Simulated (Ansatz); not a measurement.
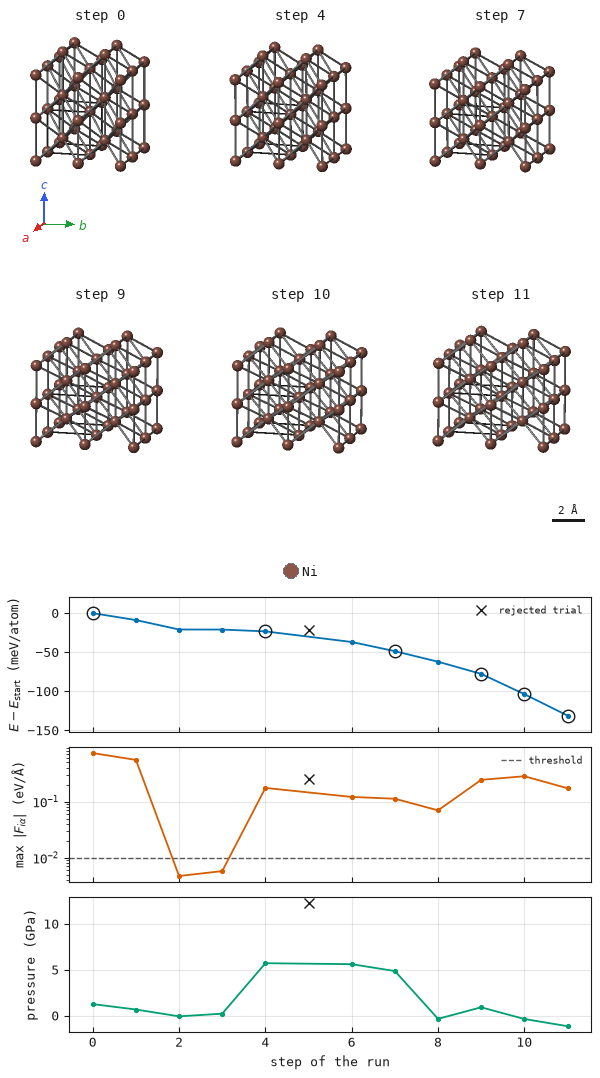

Frames of a relaxation of crystalline Ni (set up in P-1), marked on the history of the run. The picture is a ball-and-stick view of the cell of the calculation, repeated 2 × 2 × 3 with one cell outlined, seen slightly off an axis.

Case: a zone-boundary wave of random shape, sigma 0.05 Å; relaxed back.

These are results of DFT r2SCAN, scalar-relativistic, plane waves, PAW (Ansatz 0.2.0), not measurements.

Input
```yaml
crystal:
  lattice:
    - [0.0, -2.766076347, 0.0]
    - [-2.766076347, 0.0, 0.0]
    - [0.0, 0.0, -2.766076347]
  atoms:
    - { symbol: Ni, position: [0.5060982954, 0.499350127, 0.481274884], spin: 0.76 }
    - { symbol: Ni, position: [-0.0060982954, 0.000649873, 0.018725116], spin: 0.76 }
basis:
  ecutwfc: 500
kpoints:
  mp_grid: { grid: [12, 12, 12] }
hamiltonian:
  xc: r2scan
scf:
  occupations: { method: gaussian, width: 0.15 }
output:
  forces: true
  stress: true
  eigenvalues: true
  populations: true
magnetization:
  spin_polarized: true
relax:
  adjacent_minimum: "off"
  f_tol: 0.01
  max_steps: 80
  cell: { stress_tol: 0.1 }
```

Command:
```bash
ansatz run input.yaml --threads 2 --pin off --max-ram 5120MiB --backend cpu --events-out ev --progress --plain --runs-dir out
```

> Describe the path.

The run was cut off at its time limit before the relaxation converged, so the last structure is only a point on the way. The energy falls by 131 meV per atom in 10 accepted moves (11 points after the start). Largest force component: 0.73 eV/Å at the start, 0.17 eV/Å at the end. Pressure: 1.26 GPa at the start and −1.14 GPa at the end. The line search rejected the trial step at point 5 of the run. The largest moves relative to the cell, 0.070 Å, are those of Ni1 and Ni2. Ni1 goes along [−1 0 2]. The drawn cell changes as follows: a 2.766 → 2.476 Å (−10.5 %), b 2.766 → 3.435 Å (+24.2 %), c 2.766 → 2.486 Å (−10.1 %), α 90.0° → 89.8°, β 90.0° → 92.5°; the volume changes by −0.2 %. Near-neighbour distances that change, for instance: Ni1–Ni1 2.766 → 2.476 Å, Ni1–Ni2 2.315 → 2.516 Å, Ni1–Ni2 (another image) 2.355 → 2.436 Å, Ni1–Ni2 (another image) 2.474 → 2.450 Å. Within 0.06 Å the space group is P2_1/m at the start and Cmcm at the end; at a tighter tolerance small leftover displacements or strains of the cell lower it. Cost: 22 min on 2 threads of Intel(R) Xeon(R) Processor @ 2.70GHz, with other jobs on the host, peak memory 1.1 GiB. From step 0 to 4: Ni atoms move most (0.06 Å), volume −2.3 %, energy −23.3 meV per atom. From step 4 to 7: Ni atoms move most (0.02 Å), volume +0.6 %, energy −25.3 meV per atom. From step 7 to 9: Ni atoms move most (0.03 Å), volume +1.7 %, energy −29.1 meV per atom. From step 9 to 10: volume +0.1 %, energy −25.9 meV per atom. From step 10 to 11: volume −0.3 %, energy −27.4 meV per atom.
